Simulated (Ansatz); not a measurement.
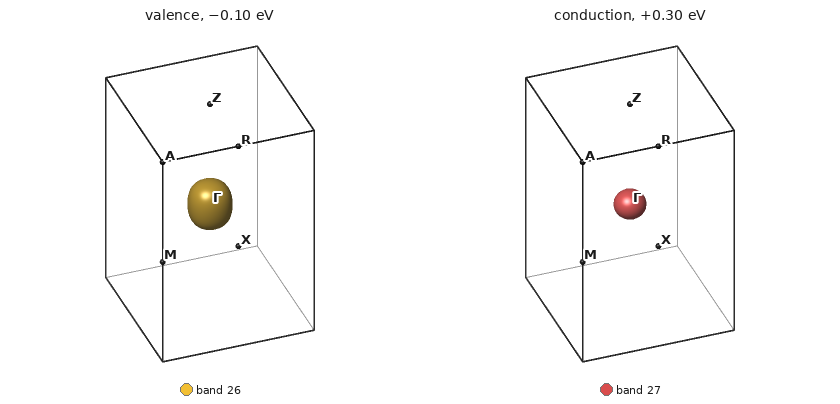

SnO$_{2}$ (P4_2/mnm): constant-energy surfaces at both band edges (energies from each edge).

Theory: DFT PBE, scalar-relativistic, plane waves, PAW; levels and slopes on a dense k mesh at the converged density in Ansatz 0.2.0. No spin polarisation. The levels come from a k mesh of 20×20×30 points. Cell and positions as given, without relaxation (residual pressure 11 GPa). Sheets, masses and frequencies are those of this strained cell.

Masses come from a second pass at points close to the extrema; at the energies drawn a band may no longer be parabolic.

**What kind of gap has this crystal, and what size does the calculation give?**

The gap is direct, 1.28 eV at this level of theory, which underestimates gaps and can reorder valleys that lie close.

**Give the valleys and their effective masses.**

Valence band (extrema up to 0.10 eV from the edge): one maximum at Γ, principal masses 1.29, 1.29 and 1.75 mₑ. Band 26 forms the valence edge.
Conduction band (extrema up to 0.30 eV from the edge): one minimum at Γ, principal masses 0.18, 0.21 and 0.21 mₑ. Band 27 forms the conduction edge.

Spin-orbit coupling, left out here, can change the gap, its kind, the place of the band edges and the masses, since the compound holds Sn.
